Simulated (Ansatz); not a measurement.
```cif
data_structure
_symmetry_space_group_name_H-M 'P 1'
_symmetry_Int_Tables_number 1
_cell_length_a 3.2966
_cell_length_b 3.2966
_cell_length_c 6.3299
_cell_angle_alpha 90.000
_cell_angle_beta 90.000
_cell_angle_gamma 120.000
_cell_volume 59.57
loop_
_atom_site_label
_atom_site_type_symbol
_atom_site_fract_x
_atom_site_fract_y
_atom_site_fract_z
_atom_site_occupancy
B1 B 0.16609 0.83391 0.95054 1
B2 B 0.16609 0.33219 0.95054 1
B3 B 0.66781 0.83391 0.95054 1
B4 B 0.66667 0.33333 0.52684 1
B5 B 0.66667 0.33333 0.80679 1
P1 P 0.33333 0.66667 0.44257 1
```

Space group P3m1; a generated structure, not necessarily the stable one.

The calculation used DFT PBE, scalar-relativistic, plane waves, PAW (Ansatz).

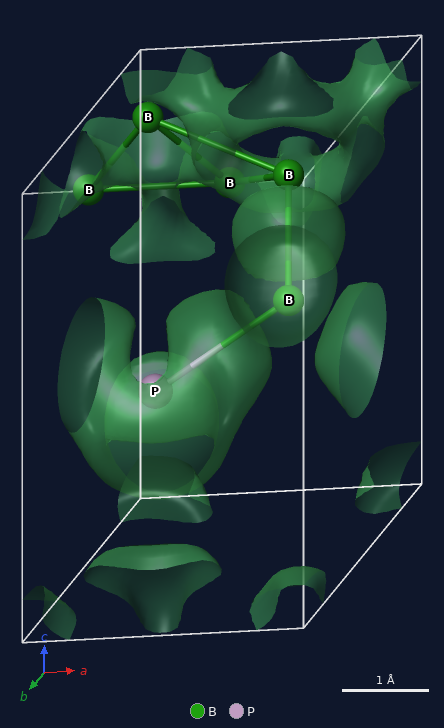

B5P. Isosurface of the electron localisation function at 0.7 (green), seen at an oblique angle. Only the valence region is drawn (cores and ρ < 0.01 e/Å³ removed). Sticks mark near contacts.

Where are the electrons localised?

The surface consists of one region between bonded B–B atoms, one region on P in which the atom's valence shell and bonds are merged and sheets that run through the cell in two directions, counted in one cell of 6 atoms. Regions shared between cells count once. Profiles from the grid: B–B (1.64 Å): the ELF peaks at about 0.80 between the atoms. B–P (1.98 Å): the ELF peaks at about 0.95 between the atoms.

Does the calculation give a band gap?

It is metallic or semimetallic at this level of theory: no gap opens.
